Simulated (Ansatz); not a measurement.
**MoS2(001) (R-3m bulk, 6 atomic planes (those closer than 0.6 Å count as one), 10 Å, S-terminated): images, spectra and barriers**

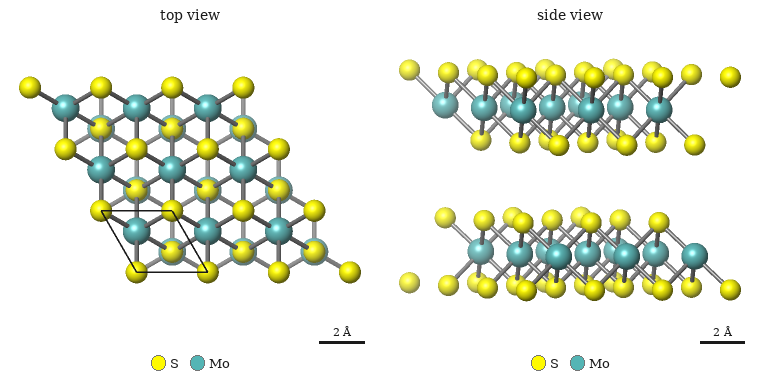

The relaxed structure from above and from the side.

These are results of Ansatz 0.2.0, DFT PBE, scalar-relativistic, plane waves, PAW, not measurements. Cutoff 420 eV, 18 × 18 k-points, Gaussian smearing 0.05 eV, dipole correction. The slab is a cut without reconstruction beyond its cell, at the source's lattice constants, with its lower half held fixed and the rest relaxed. Relaxation changes the spacing of inner planes by up to 19 %, all the same way; the held half keeps the source's spacing. No spin polarisation (the relaxation was started with spin and lost its moment; a magnetic state may still lie lower). The run couldn't confirm all of its levels under its output density. The run warns that the functional's potential is rough in the thin density of the vacuum, where the tip is; weak contrasts and barriers may feel it.

The STM signal is simulated in the Tersoff–Hamann approximation. Bias windows are sharp sums over the levels of the k mesh.

```
CELL_PARAMETERS angstrom
3.17100 0.00000 0.00000
-1.58550 2.74617 0.00000
0.00000 0.00000 29.17250
ATOMIC_POSITIONS crystal
S 0.00000 0.00000 0.34279
Mo 0.66667 0.33333 0.39519
S 0.33333 0.66667 0.44760
S 0.66667 0.33333 0.57265
Mo 0.33333 0.66667 0.62728
S 0.00000 0.00000 0.68190
```

The last single point, restarted from the relaxation's density, took 24 s on 1 thread of Intel(R) Xeon(R) 6975P-C (Granite Rapids) (shared host), peak memory 0.58 GiB.

### 1. One image

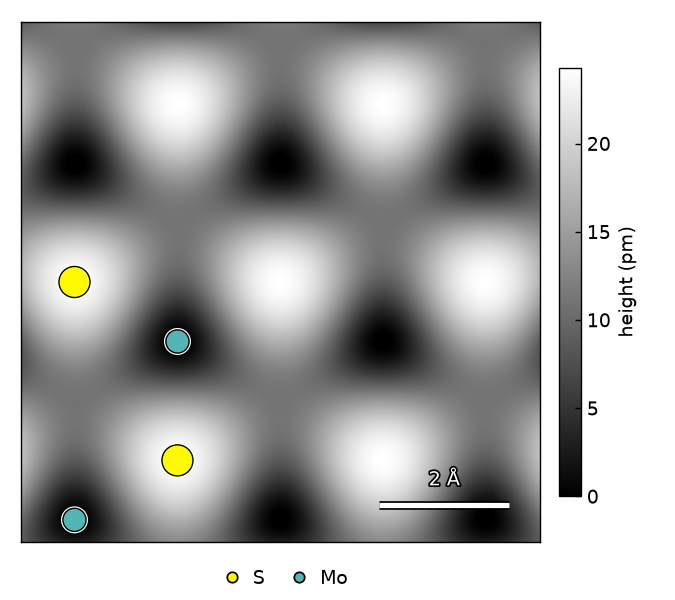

Constant-current image at a set point of 8.3 × 10⁻⁶ e/Å³ of this surface, sample bias −1.00 V. The atoms seen from above are drawn over one corner (deeper ones smaller).

Question: Which atoms or sites appear bright, which dark, and how strong is the contrast?

Answer: The brightest spots lie over the top S atoms; the darkest points are over the sites above the Mo atoms 1.6 Å below the top plane. The corrugation is 24 pm at a mean tip height of 3.5 Å.

### 2. Approach curves

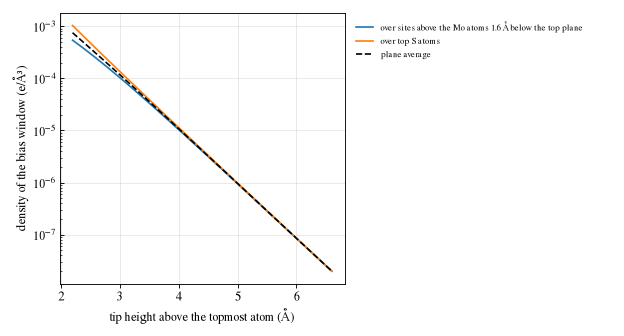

Approach curves over this surface at a sample bias of +1.00 V.

Question: Estimate the decay constant and the apparent barrier, and compare with the vacuum level, which the run puts 5.09 eV above zero bias.

Answer: Near 4 Å the plane average falls as exp(−2.41 z/Å), a factor of 11 per ångström, which gives an apparent barrier of 5.5 eV (0.952 eV Å² times the slope squared). The upper edge of the window lies 4.09 eV under the vacuum level. The apparent barrier is above 4.09 eV. At 4 Å the 0.50 eV of states nearest the upper edge carry 41 % of the density. The value exceeds even the 5.09 eV between the vacuum level and the deepest states of the window, so their depth alone doesn't explain it. States away from the zone centre decay faster, since their momentum along the surface adds to the barrier, and that may account for the rest.

### 3. States by depth

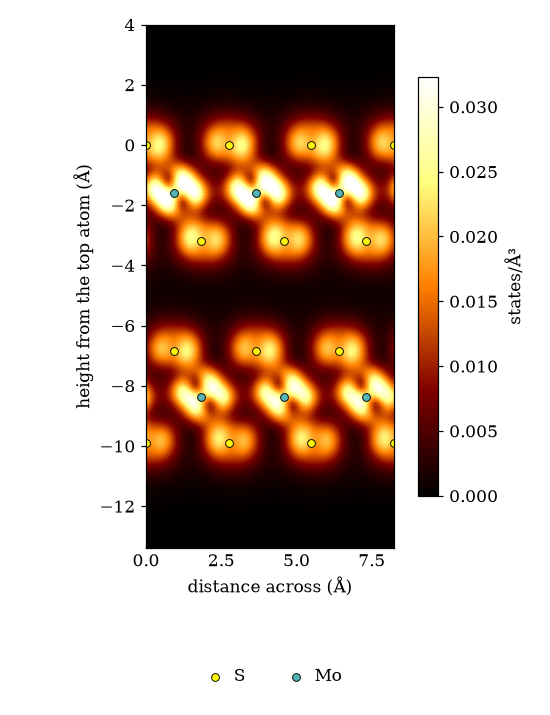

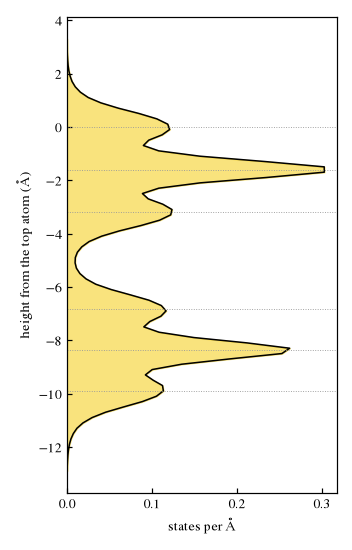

Density of all states between 0.00 and +0.25 eV (zero: the Fermi level) of this surface: side view, averaged along the second cell vector, and the full density summed over planes, the part near the nuclei included (dotted lines mark the atomic planes).

The first picture shows the smooth PAW orbitals' density alone, which lacks about 10 % of these states' charge, near the nuclei; the shares below count all of it.

Question: How is this energy window spread over the atomic planes?

Answer: The window holds 1.3 states per cell. Shares by plane (space cut midway between planes), top to bottom: S 14 %, Mo 25 %, S 14 %, S 13 %, Mo 22 %, S 13 %; the outer planes' shares include the vacuum, and density in a gap between layers is shared out between the planes on either side.
